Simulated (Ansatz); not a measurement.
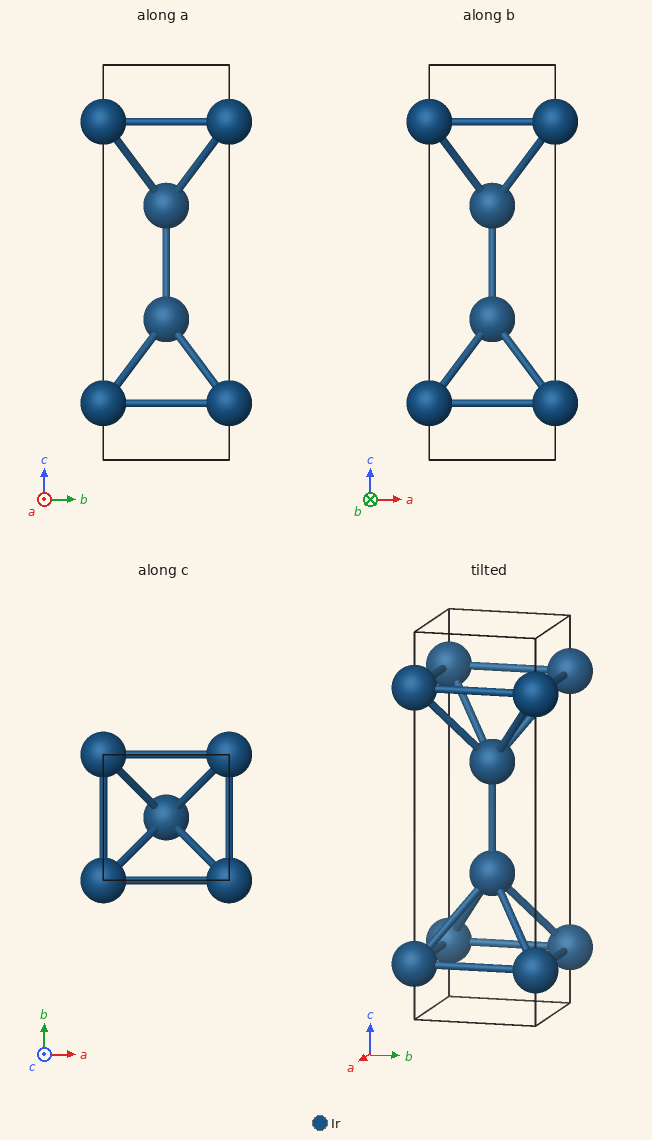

A ball-and-stick picture of a crystal structure, seen along the a axis, along the b axis, along the c axis and slightly off an axis. The lines enclose the conventional unit cell; boundary atoms appear with their images.

Lattice parameters: a = 2.734 Å, b = 2.734 Å, c = 8.584 Å, α = 90.00°, β = 90.00°, γ = 90.00°.

**Reconstruct the structure as a table of Wyckoff sites, with free fractional coordinates to two decimals.**

Space group I4/mmm (No. 139).
```csv
atom,site,x,y,z
Ir,4e,0.00,0.00,0.14
```

Source of the structure: a structure type filled with this element by a generator (whether the element takes this form wasn't checked). The final geometry of a relaxation with Ansatz, DFT PBE, scalar-relativistic, plane waves, PAW is shown.
